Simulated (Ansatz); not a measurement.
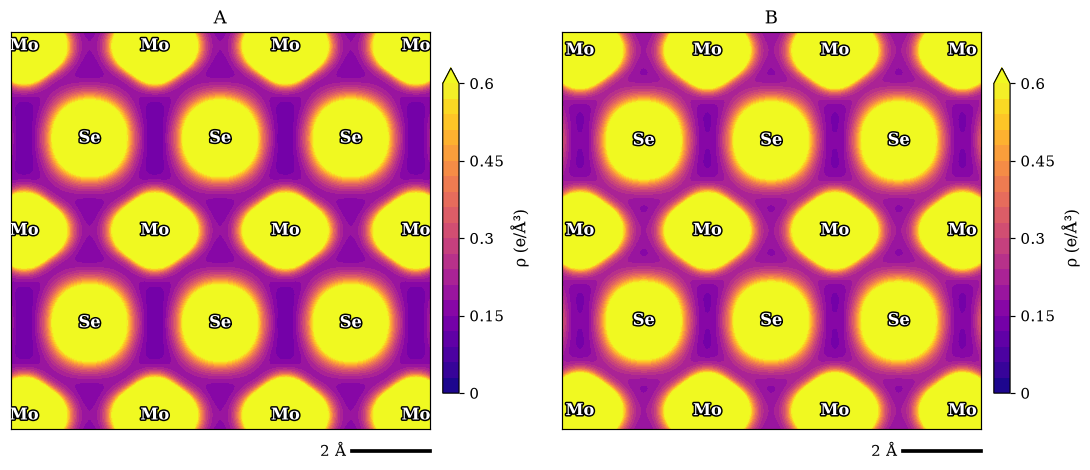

MoSe. The valence charge density (pseudo) of two cells that differ in size, on the (011) plane of each (indices in the axes of the calculation cell), at one length scale and on one colour scale; one has 17.6 and the other 19.0 Å³ an atom.

Space group Pm-3m; started from the CsCl (B2) prototype, which need not be the ambient phase; computed without spin polarisation.

These are results of DFT PBE+U, scalar-relativistic, plane waves, PAW (Ansatz 0.2.0), not measurements.

Core electrons are frozen (PAW), and the valence fields are smoothed inside the atomic spheres.

The larger cell:

```
Mo Se
1.0
     3.36010    0.00000    0.00000
     0.00000    3.36010    0.00000
     0.00000    0.00000    3.36010
Mo Se
1 1
Cartesian
  0.0000 0.0000 0.0000
  1.6801 1.6801 1.6801
```

The smaller cell: a = 3.280 Å, b = 3.280 Å, c = 3.280 Å, α = 90.00°, β = 90.00°, γ = 90.00°.

Which panel shows the smaller cell, and what does the compression change?

Answer. Panel B is the smaller cell, by 7 % in volume. From the larger cell to the smaller, Mo–Se goes from 2.91 to 2.84 Å, and the density at its midpoint from 0.22 to 0.25 e/Å³; the pressure goes from −2.5 to 3.9 GPa; the Kohn–Sham gap goes from 0.70 eV to 0.28 eV.
